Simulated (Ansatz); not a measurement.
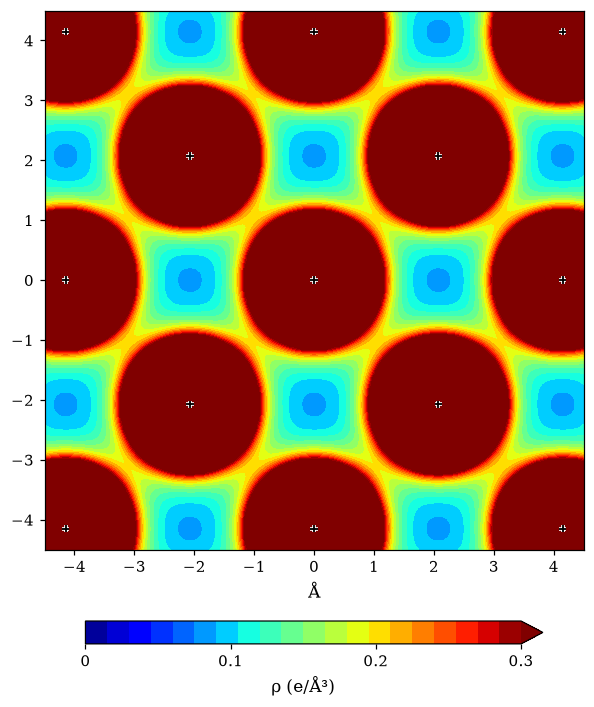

The valence charge density (pseudo) on a plane through atoms (crosses mark nuclei in the plane).

Level of theory: Ansatz 0.2.0, DFT PBE, scalar-relativistic, plane waves, PAW.

Candidates:
A. Ag, a = 4.15 Å, b = 4.15 Å, c = 4.15 Å, α = 90.00°, β = 90.00°, γ = 90.00°. Space group Fm-3m; computed without spin polarisation.
B. Sn, a = 5.73 Å, b = 5.73 Å, c = 3.04 Å, α = 90.00°, β = 90.00°, γ = 90.00°. Space group I4₁/amd; a structure from a database of computed crystals, not necessarily the ambient phase; changed on purpose from its base cell (strain -0.025 along x and y, -0.050 along z, atoms carried along); computed pressure about 8 GPa in this cell.

Which candidate gave the map?

Answer. Candidate A: Ag on the (010) plane of the conventional cell, which holds Ag. Ag–Ag (2.93 Å): ρ at the midpoint is about 0.2 e/Å³.
